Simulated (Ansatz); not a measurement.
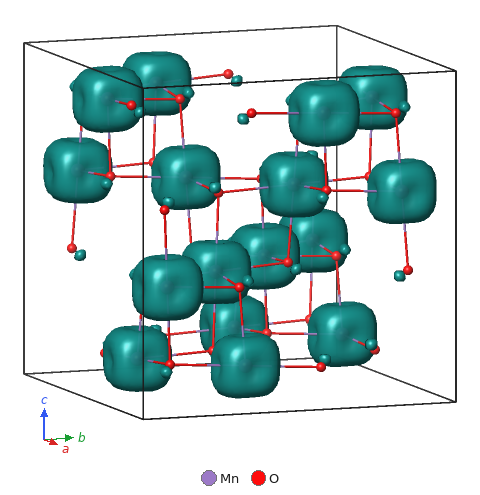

MnO2. Isosurfaces of the spin density at +0.2 (teal) and −0.2 e/Å³ (pink), seen slightly off an axis. Sticks mark near contacts.

Space group Fd-3m; a structure from a database of computed crystals, not necessarily the ambient phase; computed pressure about −2 GPa in this cell; spin-polarised.

Computed with Ansatz, Kohn-Sham DFT of a periodic cell, PBEsol, Ansatz PAW.

In a PAW calculation such maps are meaningful between the atoms, not at the nuclei.

```xyz
48
Lattice="8.0400 0.0000 0.0000 0.0000 8.0400 0.0000 0.0000 0.0000 8.0400" Properties=species:S:1:pos:R:3 pbc="T T T"
Mn    5.0250    1.0050    1.0050
Mn    1.0050    5.0250    1.0050
Mn    1.0050    1.0050    5.0250
Mn    5.0250    5.0250    5.0250
Mn    7.0350    3.0150    1.0050
Mn    3.0150    7.0350    1.0050
Mn    3.0150    3.0150    5.0250
Mn    7.0350    7.0350    5.0250
Mn    5.0250    3.0150    3.0150
Mn    1.0050    7.0350    3.0150
Mn    1.0050    3.0150    7.0350
Mn    5.0250    7.0350    7.0350
Mn    7.0350    1.0050    3.0150
Mn    3.0150    5.0250    3.0150
Mn    3.0150    1.0050    7.0350
Mn    7.0350    5.0250    7.0350
O     6.9220    2.9020    2.9020
O     2.9020    6.9220    2.9020
O     2.9020    2.9020    6.9220
O     6.9220    6.9220    6.9220
O     5.1380    1.1180    2.9020
O     1.1180    5.1380    2.9020
O     1.1180    1.1180    6.9220
O     5.1380    5.1380    6.9220
O     6.9220    1.1180    1.1180
O     2.9020    5.1380    1.1180
O     2.9020    1.1180    5.1380
O     6.9220    5.1380    5.1380
O     5.1380    2.9020    1.1180
O     1.1180    6.9220    1.1180
O     1.1180    2.9020    5.1380
O     5.1380    6.9220    5.1380
O     0.8920    0.8920    3.1280
O     4.9120    4.9120    3.1280
O     4.9120    0.8920    7.1479
O     0.8920    4.9120    7.1479
O     3.1280    3.1280    3.1280
O     7.1479    7.1479    3.1280
O     7.1479    3.1280    7.1479
O     3.1280    7.1479    7.1479
O     0.8920    3.1280    0.8920
O     4.9120    7.1479    0.8920
O     4.9120    3.1280    4.9120
O     0.8920    7.1479    4.9120
O     3.1280    0.8920    0.8920
O     7.1479    4.9120    0.8920
O     7.1479    0.8920    4.9120
O     3.1280    4.9120    4.9120
```

> Where is the spin, and how is it ordered?

The spin density sits on Mn: +2.5 μB (×16) in one cell of 48 atoms, with smaller moments on other sites: O (up to +0.06 μB): parallel moments (a ferromagnetic arrangement) in this solution. The cell of the calculation (12 atoms) carries 12.0 μB of net spin moment. Only one sign reaches the isovalue.
